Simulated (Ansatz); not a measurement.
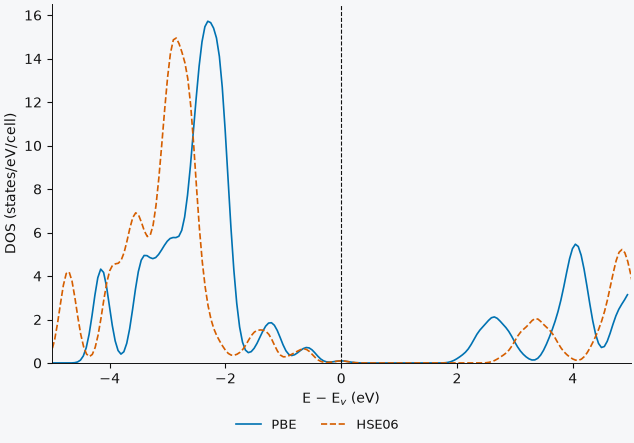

Total densities of states of CsPbCl3, space group Cmmm, 5 atoms in the cell, uniaxial (x) strain +0.9%, by two methods on the same cell. The curves are built from the levels of the k mesh with Gaussians 0.3 eV wide, which also blur the band edges. Each is counted from its own valence-band top.

Question: What changes from one method to the other?

Answer: PBE gives a gap of 2.10 eV and HSE06 gives a gap of 2.80 eV. In the window shown, the tallest filled peak lies at −2.3 eV in PBE and −2.8 eV in HSE06.

Settings. PBE: DFT, PBE, plane waves, PAW, no spin polarisation, 4×4×4 k mesh, 420 eV cutoff (Ansatz 0.2.0). HSE06: DFT, HSE06, plane waves, PAW, no spin polarisation, 4×4×4 k mesh, 420 eV cutoff (Ansatz).

Spin-orbit coupling is left out, which matters for Pb.
